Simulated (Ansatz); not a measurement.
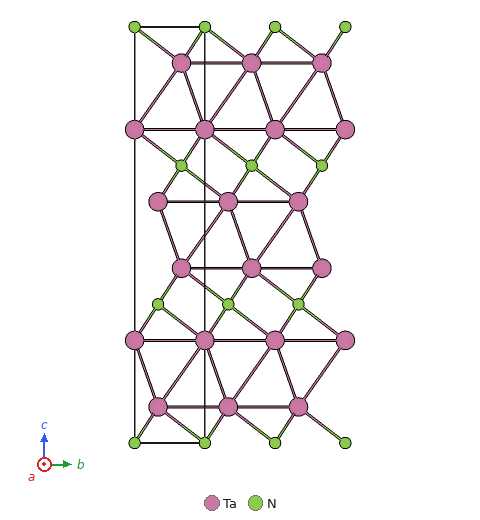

Projection along an edge of the hexagonal mesh, stacking direction c upwards. Every atom sits on one of the three columns of the mesh; call them A, B, C in the order in which they first turn up. The sequence starts with the first layer at or above the cell's origin.

Ta₂N. Coordinates: coordinates from a relaxation with DFT PBE, scalar-relativistic, plane waves, PAW (Ansatz); the starting structure was generated, so it need not be a known form of this composition.

Q: List the layers of one repeat.

A: N(A) – Ta(B) – Ta(A) – N(B) – Ta(C) – Ta(B) – N(C) – Ta(A) – Ta(C) (nine layers in 15.46 Å).
